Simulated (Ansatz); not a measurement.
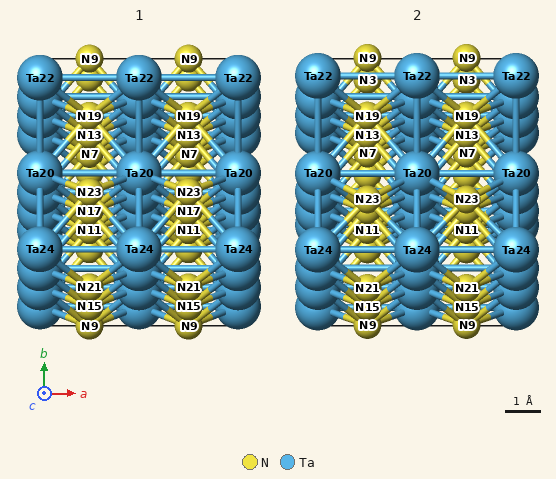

Two geometries of a slab of composition TaN (cut from the P-6m2 phase), drawn at one scale. One is the start of a relaxation, the other its converged end. The picture is a ball-and-stick view of the 2 × 1 repeat of the cell, outlined in the plane, without the vacuum (origin shifted), seen along the c axis.

All numbers below come from DFT PBEsol, scalar-relativistic, plane waves, PAW in Ansatz 0.2.0. (plane-wave cutoff 420 eV; k-point mesh 12 × 5 × 1; occupations gaussian; smearing width 0.1 eV; no spin polarisation; dipole correction; atoms relaxed in a fixed cell; force threshold 0.02 eV/Å; at most 60 steps)

Which geometry has the lower energy?

Answer. Structure 2 is the relaxed one. Case: (2 1 0) slab, atoms relaxed. The slab is the (2 1 0) face of TaN. An N atom moves most relative to the layer's centre: 0.24 Å at 62° to the normal (−c side). By element the largest moves are N 0.24 Å, Ta 0.18 Å. The cell doesn't change. Among the contacts that change: N–Ta 2.216 → 2.044 Å, Ta–Ta 2.924 → 2.784 Å, N–Ta 2.216 → 2.111 Å, Ta–Ta 2.924 → 2.823 Å. Bond angles that change, for instance: Ta–N–Ta 135.2° → 144.8°, Ta–N–Ta 80.7° → 89.2°, Ta–N–Ta 135.2° → 143.3°. After 4 accepted moves (5 points after the start) the energy has fallen by 1.531 eV per cell of the calculation. The largest force component goes from 3.5 to 0.014 eV/Å. 1 step only repeated the SCF at the same geometry.
